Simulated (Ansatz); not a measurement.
**Geometry relaxation of Ir**

System: Ir (Fm-3m, 1 atom in the cell).
Method: DFT PBE, scalar-relativistic, plane waves, PAW, no spin polarisation (Ansatz 0.2.0).

The structure derives from an entry of the Crystallography Open Database. Figures and captions count atoms from 1; the log counts them from 0 in places.

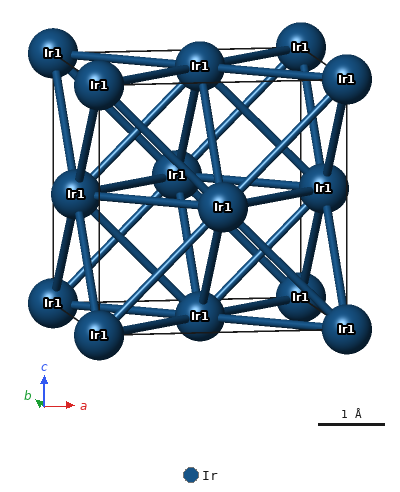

**Figure 1.** The structure as given in the input (ball-and-stick view of the cell 4 times as large as that of the calculation, set on its symmetry axes, seen slightly off an axis; atoms are numbered from 1 in the order of the input). An atom can appear more than once, as a periodic image.

Key numbers:

- outcome: converged
- space group (tolerance 0.01 Å): Fm-3m (225)
- electrons treated: 17
- free energy: −11935.3134 eV
- Fermi energy: 25.077 eV
- gap on the k-point mesh: none (metallic)
- pressure: −0.02 GPa
- final volume: 14.50 Å³
- largest force (length of the vector) at the end: under 0.001 eV/Å
- final cell: a = 2.737 Å, b = 2.737 Å, c = 2.737 Å, α = 60.00°, β = 60.00°, γ = 60.00°
- hardware: 4 threads of Intel Xeon @ 2.50GHz (Skylake/Cascade Lake), 64 GiB of memory available, shared host
- wall time: 2.9 s (CPU time 9.6 s)
- peak memory: 0.4 GiB

Spin–orbit coupling is left out, which matters for Ir.

Input:
```yaml
crystal:
  lattice:
    - [0.0, 1.9379712973, 1.9379712973]
    - [1.9379712973, 0.0, 1.9379712973]
    - [1.9379712973, 1.9379712973, 0.0]
  atoms:
    - { symbol: Ir, position: [0.0, 0.0, 0.0] }
basis:
  ecutwfc: 420
kpoints:
  mp_grid: { grid: [18, 18, 18] }
hamiltonian:
  xc: pbe
scf:
  occupations: { method: gaussian, width: 0.1 }
output:
  forces: true
  stress: true
  eigenvalues: true
  write_density: true
  write_potential: true
  elf: true
  volumetric_format: npy
relax:
  adjacent_minimum: "off"
  f_tol: 0.005
  max_steps: 80
  cell: { stress_tol: 0.05 }
```

Command:
```bash
ansatz run input.yaml --threads 4 --pin off --max-ram 10240MiB --backend cpu --events-out ev --progress --plain --runs-dir out
```

Log:
```
Engine: ansatz 0.2.0, x86_64-unknown-linux-gnu
Pseudopotentials: kind: paw
Pseudopotential: Ir, paw, valence charge 17, recommended cutoff 420 eV (normal), Ir.paw.azcp
Functional definition: PBE
  parameter kappa = 0.804
  parameter beta = 0.06672455060314922
  exchange = pbe_x(kappa = kappa, mu = beta*pi^2/3)
  correlation = pbe_c(beta = beta)
Crystal: 1 atoms, lattice volume = 14.557 Å³
Basis set: ecut = 420 eV, 283 PW (Γ), exchange–correlation on 40×40×40 points (8 copies of the dense FFT grid, shifted against one another)
Bands: 13, of which v1, the nominal top of the filled ones, is band 9 counted from 1 (8 counted from 0)
Symmetry: 48 space group operations
Space group: Fm-3m (ITA 225), of the structure as read, at distance tolerance 2.4e-5 Å
k-points: 195 of 5832
Non-local potential: Ir, projectors of the file, l = 0: 3, l = 1: 2, l = 2: 2, l = 3: 1
PAW form: soft (Blöchl's): semilocal exchange-correlation on the pseudo side does not see the compensation charge
PAW one-centre angular grid: Ir, 590 points (default); XC on 64 Gauss nodes
Initial density: superposition of atomic densities (neutral atoms: chi_scale 0, normalization atom), corrected by the library's trained network
Initial wavefunctions: pseudopotential atomic-orbital guess
Functional: x = pbe(κ = 0.804, μ = 0.2195149727645171), c = pbe(β = 0.06672455060314922)
SCF iter   1: F=—  HF=-11935.312082 eV  |F-HF|=—  |Δ(HF+E_count)|=         —  Δρ=3.90e-3  dr2=2.79e-4  ethr=1.77e-3  ⟨swp⟩=5.0  Hψ=12664  notcnv=0
preconditioner: auto → none  [metal: Δε(μ)=0.008 eV  Ē_g=13.891 eV  σ=0.100 eV  W_gap=0.04  n_scr=0 (ndim 8)  ℏωp=29.2 eV  f_vac=0.000  D(μ)=1.07/eV (n_scr^D=14)]
SCF iter   2: F=—  HF=-11935.312818 eV  |F-HF|=—  |Δ(HF+E_count)|=   7.37e-4  Δρ=2.02e-3  dr2=7.87e-5  ethr=1.64e-6  ⟨swp⟩=2.7  Hψ=5435  notcnv=0
SCF iter   3: F=—  HF=-11935.313129 eV  |F-HF|=—  |Δ(HF+E_count)|=   3.10e-4  Δρ=2.98e-4  dr2=1.23e-5  ethr=4.63e-7  ⟨swp⟩=2.0  Hψ=3354  notcnv=0
SCF iter   4: F=—  HF=-11935.313125 eV  |F-HF|=—  |Δ(HF+E_count)|=   3.98e-6  Δρ=8.53e-5  dr2=7.18e-7  ethr=7.23e-8  ⟨swp⟩=2.3  Hψ=3306  notcnv=0
iter 5 did not close the SCF: its close was put off for the readings that it lacked (scf_convergence_deferred on its scf_iter line)
SCF iter   5: F=-11935.313125 eV  HF=-11935.313125 eV  |F-HF|=3.34e-8  |Δ(HF+E_count)|=   1.87e-7  Δρ=3.04e-5  dr2=7.78e-8  ethr=4.22e-9  ⟨swp⟩=1.5  Hψ=2794  notcnv=0
SCF iter   6: F=-11935.313125 eV  HF=-11935.313125 eV  |F-HF|=5.49e-10  |Δ(HF+E_count)|=   1.54e-8  Δρ=2.93e-6  dr2=8.39e-10  ethr=4.58e-10  ⟨swp⟩=6.2  Hψ=13435  notcnv=0
SCF 1 converged in 6 iterations: F = -11935.313125 eV  dr2 = 8.39e-10
  greatest PAW one-centre occupation: 1.000 electrons in one spin orbital (limit 2), on the Ir atom at site 0 (counted from 0), in its partial waves of l = 0
relax step   1: F+E_penalty+E_count = -11935.31312461 eV  Δ(F+E_penalty+E_count) = +0.000e0 eV  max|allowed force component| = 0.000e0 eV/Å  Δτ_max = 0.0000 Å  P = -1.429 GPa  Ω = 14.557 Å³  (6 SCF iters, dr2 threshold 1.00e-7 eV, accepted)
Crystal: 1 atoms, lattice volume = 14.383 Å³
Initial density: handed on by an earlier stage of this run
Initial wavefunctions: those handed on with the density
iter 1 solved again at ethr=1.42e-7 eV; its pass at ethr=3.10e-3 eV (dr2=2.42e-5 eV) is discarded
SCF iter   1: F=—  HF=-11935.312501 eV  |F-HF|=—  |Δ(HF+E_count)|=         —  Δρ=5.42e-4  dr2=2.64e-5  ethr=1.42e-7  ⟨swp⟩=2.1  Hψ=16811  notcnv=0
preconditioner: auto → none  [metal: Δε(μ)=0.010 eV  Ē_g=14.033 eV  σ=0.100 eV  W_gap=0.06  n_scr=0 (ndim 8)  ℏωp=29.4 eV  f_vac=0.000  D(μ)=1.04/eV (n_scr^D=14)]
SCF iter   2: F=—  HF=-11935.312497 eV  |F-HF|=—  |Δ(HF+E_count)|=   3.69e-6  Δρ=2.28e-4  dr2=1.97e-6  ethr=1.42e-7  ⟨swp⟩=2.1  Hψ=3484  notcnv=0
SCF iter   3: F=—  HF=-11935.312498 eV  |F-HF|=—  |Δ(HF+E_count)|=   9.98e-7  Δρ=9.99e-5  dr2=3.77e-7  ethr=1.16e-8  ⟨swp⟩=1.3  Hψ=2873  notcnv=0
SCF iter   4: F=-11935.312498 eV  HF=-11935.312498 eV  |F-HF|=1.78e-10  |Δ(HF+E_count)|=   3.24e-7  Δρ=4.67e-6  dr2=9.31e-10  ethr=5.88e-10  ⟨swp⟩=7.4  Hψ=13420  notcnv=0
SCF 2 converged in 4 iterations: F = -11935.312498 eV  dr2 = 9.31e-10
relax step   2: F+E_penalty+E_count = -11935.31249824 eV  Δ(F+E_penalty+E_count) = +6.264e-4 eV  max|allowed force component| = 0.000e0 eV/Å  Δτ_max = 0.0000 Å  P = +2.794 GPa  Ω = 14.383 Å³  energy of the carried Pulay correction = +8.793e-5 eV  (4 SCF iters, dr2 threshold 1.00e-7 eV, rejected (line search))
Crystal: 1 atoms, lattice volume = 14.498 Å³
iter 1 solved again at ethr=5.10e-8 eV; its pass at ethr=3.10e-3 eV (dr2=8.67e-6 eV) is discarded
SCF iter   1: F=—  HF=-11935.313426 eV  |F-HF|=—  |Δ(HF+E_count)|=         —  Δρ=3.55e-4  dr2=1.14e-5  ethr=5.10e-8  ⟨swp⟩=2.5  Hψ=16892  notcnv=0
preconditioner: auto → none  [metal: Δε(μ)=0.008 eV  Ē_g=13.940 eV  σ=0.100 eV  W_gap=0.05  n_scr=0 (ndim 8)  ℏωp=29.3 eV  f_vac=0.000  D(μ)=1.06/eV (n_scr^D=14)]
SCF iter   2: F=—  HF=-11935.313425 eV  |F-HF|=—  |Δ(HF+E_count)|=   1.44e-6  Δρ=1.50e-4  dr2=8.60e-7  ethr=5.10e-8  ⟨swp⟩=2.0  Hψ=3459  notcnv=0
SCF iter   3: F=—  HF=-11935.313425 eV  |F-HF|=—  |Δ(HF+E_count)|=   1.94e-7  Δρ=6.54e-5  dr2=1.64e-7  ethr=5.06e-9  ⟨swp⟩=1.2  Hψ=2815  notcnv=0
SCF iter   4: F=—  HF=-11935.313425 eV  |F-HF|=—  |Δ(HF+E_count)|=   1.40e-7  Δρ=3.00e-6  dr2=3.82e-10  ethr=9.67e-10  ⟨swp⟩=2.0  Hψ=3525  notcnv=0
SCF iter   5: F=-11935.313425 eV  HF=-11935.313425 eV  |F-HF|=1.82e-12  |Δ(HF+E_count)|=  2.02e-10  Δρ=6.98e-8  dr2=4.82e-13  ethr=1.00e-12  ⟨swp⟩=3.9  Hψ=11581  notcnv=0
SCF 3 converged in 5 iterations: F = -11935.313425 eV  dr2 = 4.82e-13
relax step   3: F+E_penalty+E_count = -11935.31342515 eV  Δ(F+E_penalty+E_count) = -3.005e-4 eV  max|allowed force component| = 0.000e0 eV/Å  Δτ_max = 0.0000 Å  P = -0.023 GPa  Ω = 14.498 Å³  energy of the carried Pulay correction = +2.988e-5 eV  (5 SCF iters, accepted)
Initial wavefunctions: pseudopotential atomic-orbital guess (no wavefunctions were taken with the density)
iter 1 solved again at ethr=2.79e-8 eV; its pass at ethr=3.10e-3 eV (dr2=4.75e-6 eV) is discarded
SCF iter   1: F=—  HF=-11935.313393 eV  |F-HF|=—  |Δ(HF+E_count)|=         —  Δρ=1.40e-5  dr2=4.68e-9  ethr=2.79e-8  ⟨swp⟩=3.0  Hψ=19479  notcnv=0
preconditioner: auto → none  [metal: Δε(μ)=0.009 eV  Ē_g=13.939 eV  σ=0.100 eV  W_gap=0.05  n_scr=0 (ndim 8)  ℏωp=29.3 eV  f_vac=0.000  D(μ)=1.06/eV (n_scr^D=14)]
SCF iter   2: F=—  HF=-11935.313394 eV  |F-HF|=—  |Δ(HF+E_count)|=   1.08e-6  Δρ=6.50e-6  dr2=9.14e-10  ethr=2.75e-11  ⟨swp⟩=2.2  Hψ=4135  notcnv=0
SCF iter   3: F=—  HF=-11935.313394 eV  |F-HF|=—  |Δ(HF+E_count)|=  1.13e-10  Δρ=7.56e-7  dr2=4.78e-11  ethr=5.37e-12  ⟨swp⟩=3.0  Hψ=3652  notcnv=0
SCF iter   4: F=-11935.313394 eV  HF=-11935.313394 eV  |F-HF|=1.82e-12  |Δ(HF+E_count)|=  9.09e-12  Δρ=2.51e-7  dr2=2.13e-12  ethr=1.00e-12  ⟨swp⟩=5.0  Hψ=9300  notcnv=0
SCF 4 converged in 4 iterations: F = -11935.313394 eV  dr2 = 2.13e-12
relax step   4: F+E_penalty+E_count = -11935.31339381 eV  Δ(F+E_penalty+E_count) = +3.135e-5 eV  max|allowed force component| = 0.000e0 eV/Å  Δτ_max = 0.0000 Å  P = -0.019 GPa  Ω = 14.498 Å³  stress off target by 1.94e-2 GPa  SCF on the basis re-selected at this cell (its energy is not comparable with the rows above)  (4 SCF iters)
```

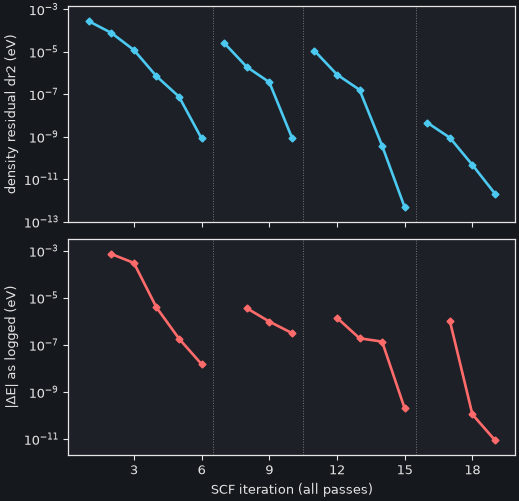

**Figure 2.** Convergence of the self-consistent field: density residual dr2 and size of the energy change against the SCF iteration. The dotted lines part the SCF passes of the relaxation: geometry steps, rejected trials and re-solves on a re-selected basis. The passes take 6, 4, 5 and 4 iterations.

```
basis re-selected at this cell: Δ(F+E_penalty+E_count) = +3.135e-5 eV, ΔP = +0.004 GPa vs the last step (what re-selecting the basis moved, of the pressure what is left beyond the Pulay correction that the steps carried, after the strain that the cell walked since its last selection, with what the two solves' SCF thresholds leave and, on support functions, any second-order correction that the steps lacked; it is no measure of the basis error at this ecutwfc). This SCF's stress stands 1.94e-2 GPa from its target on what of the cell is left free (relax.cell.stress_tol is 5.00e-2 GPa) and its largest allowed force component is 0.00e0 eV/Å (relax.f_tol is 5.00e-3 eV/Å): within both
SCF converged after 4 iterations
Free energy (F): -11935.313394 eV
Harris-Foulkes:  -11935.313394 eV  (|F-HF|=1.82e-12)
Internal energy: -11935.308092 eV  (E = F + TS)
E sigma→0 (E₀):  -11935.310743 eV
Entropy (-TS):   -0.005302 eV (-5.302 meV/atom)
Fermi energy:    25.076966 eV
--- Per-component energies (eV) ---
  E_band       = -93.846661
  E_kinetic    = 622.430093
  E_local      = -1091.713223  (includes V_loc(G=0)·N_el)
  E_nonlocal   = 72.521777
  E_hartree    = 417.299293
  E_xc         = -267.838500
  E_vxc        = -299.924692  (∫ρ·V_xc dr)
  E_paw        = -9223.323641  (= ΣΔE_a)
  E_vpaw       = -231.759270  (= ΣTr[D̂ρ^β])
  E_aug_tail   = 0.000054  (compensation charges beyond the density's cutoff)
  E_ewald      = -2464.683945
  E_smearing   = -0.005302  (= −TS)
  E_closure    = 0.000000  (closes the sum)
  Σ components = -11935.313394   (vs F -11935.313394, Δ=0.00e0)
--- Forces (eV/Å), atoms counted from 1 ---
  atom   1  Ir    -0.00000000    -0.00000000     0.00000000
  max |Σ_I F_I| component: 4.11e-32 eV/Å
--- Stress (GPa, compression-positive) ---
       -0.019412      -0.000000      -0.000000
       -0.000000      -0.019412      -0.000000
       -0.000000      -0.000000      -0.019412
  P = ⅓ Tr σ = -0.0194 GPa (-0.194 kbar)
--- Band table (eV; the first three rows and the last of 195) ---
  k-point 0: bands = ["-67.7588", "-24.2656", "-24.2656", "-24.2656", "14.1762", "21.2968", "21.2968", "21.2968", "23.8887", "23.8887", "38.7149", "44.0914", "44.0914"]
  k-point 1: bands = ["-67.7571", "-24.2883", "-24.2687", "-24.2687", "14.3110", "21.2251", "21.3547", "21.3547", "23.8510", "23.8510", "38.9464", "43.4450", "44.3136"]
  k-point 2: bands = ["-67.7520", "-24.3532", "-24.2777", "-24.2777", "14.7019", "21.0407", "21.5062", "21.5062", "23.7689", "23.7689", "39.5831", "42.1204", "44.9618"]
  k-point 194: bands = ["-67.6806", "-24.7802", "-24.7083", "-24.5412", "18.9272", "19.8466", "20.8665", "23.4079", "26.4745", "33.0046", "33.2214", "34.5066", "38.0565"]
--- Relaxed structure (3 steps of the walk, 2 accepted, 1 SCFs on fresh bases) ---
  F+E_penalty+E_count = -11935.31339381 eV   max|allowed force component| = 0.000e0 eV/Å   (the final SCF, on the basis selected at the relaxed cell)
  cell:  # Å, volume = 14.4975 Å³
    - [3.821529024671693e-35, 1.9353284930127912, 1.9353284930127912]
    - [1.9353284930127912, 1.2738430082238976e-35, 1.9353284930127912]
    - [1.9353284930127912, 1.9353284930127912, 5.09537203289559e-35]
  atoms:
    - { symbol: Ir, position: [0.0, 0.0, 0.0] }
```

Trajectory as extended XYZ (Å, eV, eV/Å), 4 frames, from step=1 to step=4:
```
1
Lattice="0.0000 1.9380 1.9380 1.9380 0.0000 1.9380 1.9380 1.9380 0.0000" Properties=species:S:1:pos:R:3:forces:R:3 step=1 energy=-11935.31313 pressure_GPa=-1.43
Ir    0.0000    0.0000    0.0000    0.0000   0.0000   0.0000
1
Lattice="0.0000 1.9302 1.9302 1.9302 0.0000 1.9302 1.9302 1.9302 0.0000" Properties=species:S:1:pos:R:3:forces:R:3 step=2 energy=-11935.31250 pressure_GPa=2.79 accepted=F
Ir    0.0000    0.0000    0.0000    0.0000   0.0000   0.0000
1
Lattice="0.0000 1.9353 1.9353 1.9353 0.0000 1.9353 1.9353 1.9353 0.0000" Properties=species:S:1:pos:R:3:forces:R:3 step=3 energy=-11935.31343 pressure_GPa=-0.02
Ir    0.0000    0.0000    0.0000    0.0000   0.0000   0.0000
1
Lattice="0.0000 1.9353 1.9353 1.9353 0.0000 1.9353 1.9353 1.9353 0.0000" Properties=species:S:1:pos:R:3:forces:R:3 step=4 energy=-11935.31339 pressure_GPa=-0.02
Ir    0.0000    0.0000    0.0000    0.0000   0.0000   0.0000
```

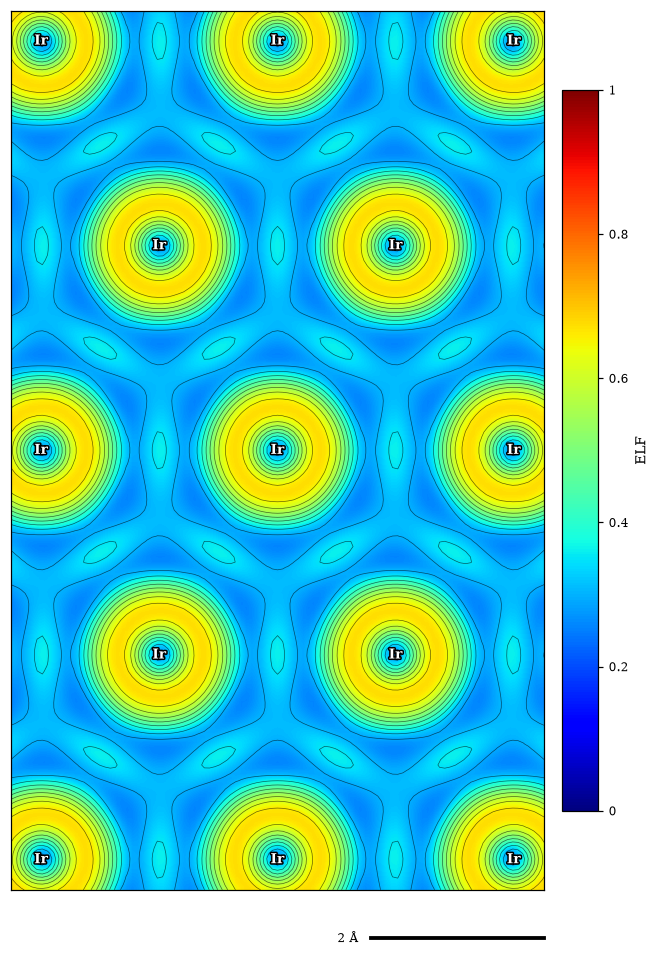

**Figure 3.** ELF on the (111) plane of the conventional cell. Atoms in the plane: Ir. Ir–Ir (2.74 Å): the ELF is about 0.35 at the midpoint, which marks metallic bonding. The strong features right at Ir lie inside the PAW spheres (semicore, d or f shells) and say nothing about bonding. The fields are those of the smooth PAW valence density.

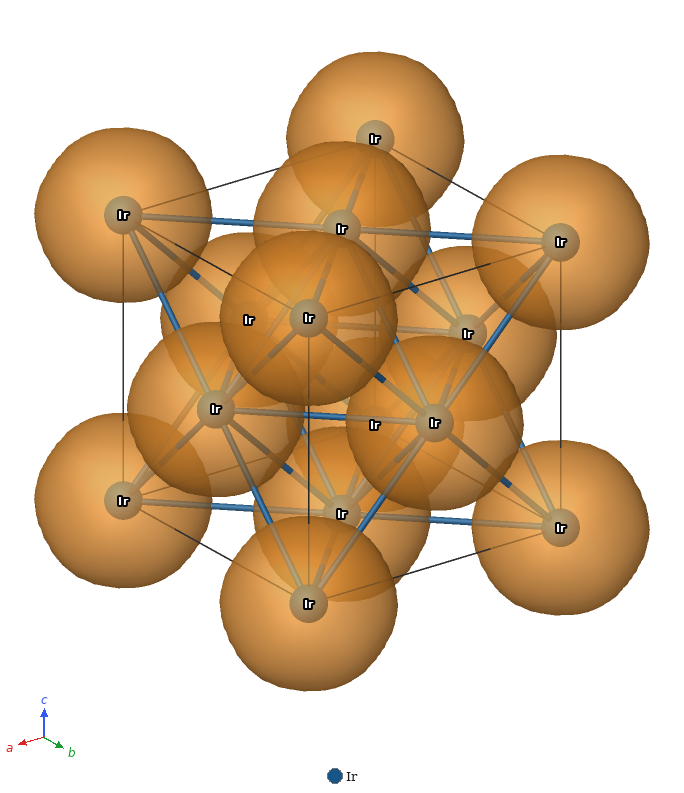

**Figure 4.** Isosurface of the valence charge density (pseudo) at 0.6 e/Å³ (orange), seen at an oblique angle. Sticks mark near contacts. The outline is the cell set on symmetry axes. At this value the density breaks into separate islands; it holds about 80 % of the electrons treated as valence (semicore included). It is pinched off along the Ir–Ir (2.74 Å) contacts. On the grid the lowest density along these lines, outside the cores, is 0.43 e/Å³ (Ir–Ir, 2.74 Å).
